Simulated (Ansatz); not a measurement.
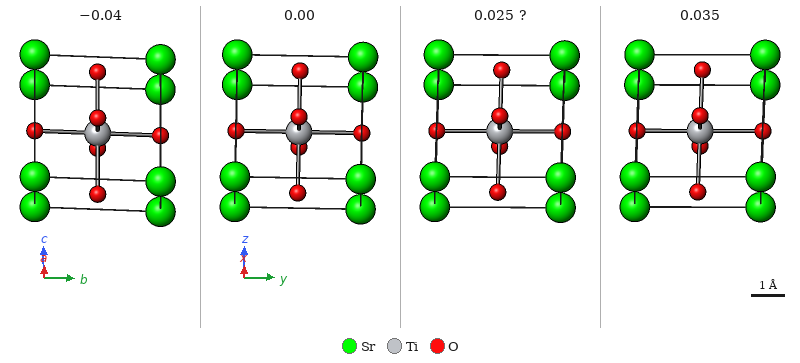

A scan of solid SrTiO₃ (Pm-3m): the cell is strained in shear in the yz plane, with the atoms kept at their fractional coordinates. x, y and z are the Cartesian axes of the input. Style: ball-and-stick. Shown: the cell of the calculation, along the a axis, with a slight tilt.

Theory: Ansatz 0.2.0, DFT PBEsol, scalar-relativistic, plane waves, PAW. Set-up: plane-wave cutoff 420 eV; k-point mesh 8 × 8 × 8; occupations gaussian; smearing width 0.05 eV; no spin polarisation. Energies (free energies at the smearing named) are counted from the relaxed crystal.

```
engineering shear strain  energy change (meV/atom)
                  −0.040                      6.75
                  −0.020                      1.68
                   0.000                      0.00
                   0.005                      0.10
                   0.010                      0.44
                   0.015                      0.96
                   0.025                         ?
                   0.030                      3.82
                   0.035                      5.17
```

Q: One row is withheld. What is its energy?

A: A straight line between the two neighbours gives 2.87 meV/atom. A cubic through the four nearest rows (0.010, 0.015, 0.030, 0.035) gives, with Lagrange weights, (−0.2000)(0.44) + (0.5000)(0.96) + (1.0000)(3.82) + (−0.3000)(5.17) = 2.66 meV/atom. The calculation gives 2.63 meV/atom, so the cubic is 0.03 meV/atom too high and the straight line 0.24 meV/atom too high, as the curve bends upwards here.

The whole profile:

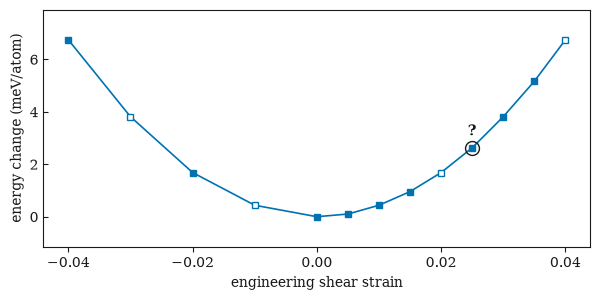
